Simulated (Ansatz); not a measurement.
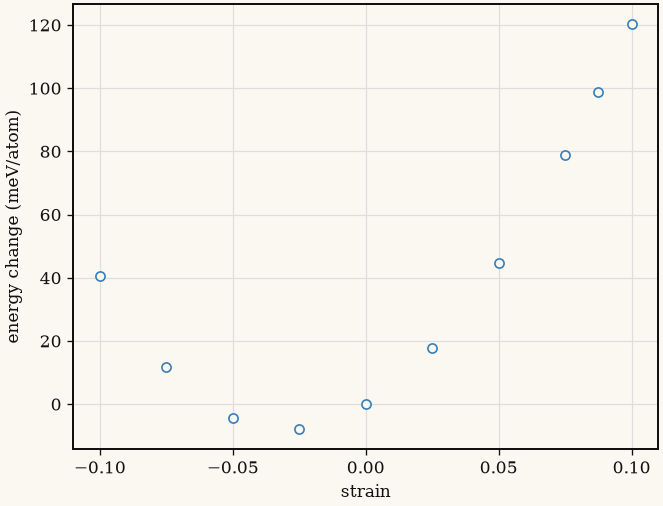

The figure shows the energy change against strain for PbS, space group Pm-3m (No. 221).

Structure:
```
CELL_PARAMETERS angstrom
3.65366 0.00000 0.00000
0.00000 3.65366 0.00000
0.00000 0.00000 3.65366
ATOMIC_POSITIONS crystal
Pb 0.00000 0.00000 0.00000
S 0.50000 0.50000 0.50000
```

Calculation (Ansatz 0.2.0): homogeneous strain of a crystal along one Voigt pattern with engineering shear, fractional coordinates fixed, by plane-wave density functional theory with PAW datasets, free energies less that of the undisturbed cell, pressure positive in compression; scalar-relativistic. Level: PBEsol, no spin polarisation.

- wave cutoff: 420 eV
- k mesh: 14×14×14
- occupations: Gaussian
- smearing width: 0.15 eV
- k shift: (0, 0, 0) (mesh steps)
- start: as given
- strain pattern: (0, 0, 1, 0, 0, 0) (xx yy zz yz xz xy with engineering shear)

From this curve and the settings, what does the calculation give for the tensile stress summed over the strain pattern and pressure at the same points?

The tensile stress summed over the strain pattern rises from −9.4 GPa at strain −0.1000 to 11.7 GPa at 0.1000, and changes sign near −0.030. The pressure falls from 3.5 GPa at strain −0.1000 to −7.1 GPa at 0.1000, and changes sign near −0.058.

```csv
strain,tensile stress summed over the strain pattern (GPa),pressure (GPa)
-0.1000,-9.4,3.5
-0.0750,-5.8,1.3
-0.0500,-2.5,-0.6
-0.0250,0.6,-2.1
0.0000,3.4,-3.4
0.0250,5.9,-4.5
0.0500,8.1,-5.5
0.0750,10.0,-6.4
0.0875,10.8,-6.7
0.1000,11.7,-7.1
```

Caveats: reference crystal is not relaxed.
